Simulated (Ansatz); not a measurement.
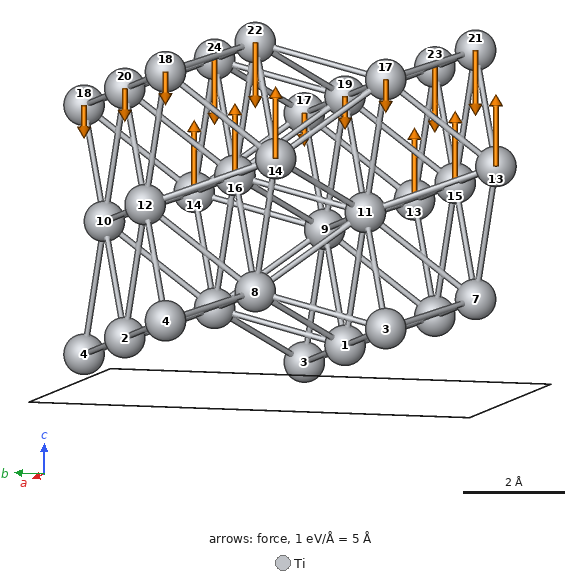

Starting geometry of a slab of composition Ti (cut from the P6_3/mmc phase) with the computed forces as orange arrows. A ball-and-stick model of the cell of the calculation, outlined in the plane, without the vacuum, seen from a free direction.

Case: clean slab, lower planes held. The slab is the (1 0 0) face of Ti. 12 atoms are held fixed.

These are results of Ansatz 0.2.0, DFT PBE+D3(BJ), scalar-relativistic, plane waves, PAW, not measurements.

The input:
```yaml
crystal:
  lattice:
    - [5.772929951, 0.0, 0.0]
    - [0.0, 9.1481646307, 0.0]
    - [0.0, 0.0, 21.8327546571]
  atoms:
    - { symbol: Ti, position: [0.5, 0.375, 0.3664219255] }
    - { symbol: Ti, position: [0.5, 0.875, 0.3664219255] }
    - { symbol: Ti, position: [0.0, 0.375, 0.3664219255] }
    - { symbol: Ti, position: [0.0, 0.875, 0.3664219255] }
    - { symbol: Ti, position: [0.75, 0.125, 0.4045870896] }
    - { symbol: Ti, position: [0.75, 0.625, 0.4045870896] }
    - { symbol: Ti, position: [0.25, 0.125, 0.4045870896] }
    - { symbol: Ti, position: [0.25, 0.625, 0.4045870896] }
    - { symbol: Ti, position: [0.75, 0.375, 0.4809174179] }
    - { symbol: Ti, position: [0.75, 0.875, 0.4809174179] }
    - { symbol: Ti, position: [0.25, 0.375, 0.4809174179] }
    - { symbol: Ti, position: [0.25, 0.875, 0.4809174179] }
    - { symbol: Ti, position: [0.0, 0.125, 0.5190825821] }
    - { symbol: Ti, position: [0.0, 0.625, 0.5190825821] }
    - { symbol: Ti, position: [0.5, 0.125, 0.5190825821] }
    - { symbol: Ti, position: [0.5, 0.625, 0.5190825821] }
    - { symbol: Ti, position: [0.0, 0.375, 0.5954129104] }
    - { symbol: Ti, position: [0.0, 0.875, 0.5954129104] }
    - { symbol: Ti, position: [0.5, 0.375, 0.5954129104] }
    - { symbol: Ti, position: [0.5, 0.875, 0.5954129104] }
    - { symbol: Ti, position: [0.25, 0.125, 0.6335780745] }
    - { symbol: Ti, position: [0.25, 0.625, 0.6335780745] }
    - { symbol: Ti, position: [0.75, 0.125, 0.6335780745] }
    - { symbol: Ti, position: [0.75, 0.625, 0.6335780745] }
basis:
  ecutwfc: 420
kpoints:
  mp_grid: { grid: [3, 2, 1] }
hamiltonian:
  xc: pbe
  dispersion: d3bj
scf:
  occupations: { method: gaussian, width: 0.1 }
output:
  forces: true
  eigenvalues: true
  write_density: true
  write_potential: true
  elf: true
  volumetric_format: npy
relax:
  adjacent_minimum: "off"
  f_tol: 0.03
  max_steps: 70
  constraints: [{ sites: [0, 1, 2, 3, 4, 5, 6, 7, 8, 9, 10, 11] }]
efield:
  axis: 3
  dipole_correction: true
  ramp_width: 0.04
```

Launched with:
```bash
ansatz run input.yaml --threads 4 --pin off --max-ram 10240MiB --backend cpu --events-out ev --progress --plain --runs-dir out
```

What follows when this structure is relaxed?

Answer. It isn't relaxed: the largest force vector, on Ti atoms, is 0.29 eV/Å. The atoms end up moving mostly along the starting forces (cosine between the two patterns 0.85). The largest moves, 0.068 Å, are those of Ti21, Ti22, Ti23 and Ti24. Ti21 goes along the normal (−c). The lattice vectors keep their values. Some distances before and after: Ti13–Ti21 2.886 → 2.811 Å, Ti10–Ti18 2.886 → 2.845 Å, Ti13–Ti17 2.830 → 2.790 Å, Ti5–Ti13 2.886 → 2.904 Å. After 3 geometry steps the energy has fallen by 63.4 meV per cell of the calculation. The largest force component goes from 0.29 to 0.0049 eV/Å. The run took 88 s on 4 threads of Intel(R) Xeon(R) 6975P-C (Granite Rapids) (shared host), peak memory 3 GiB.
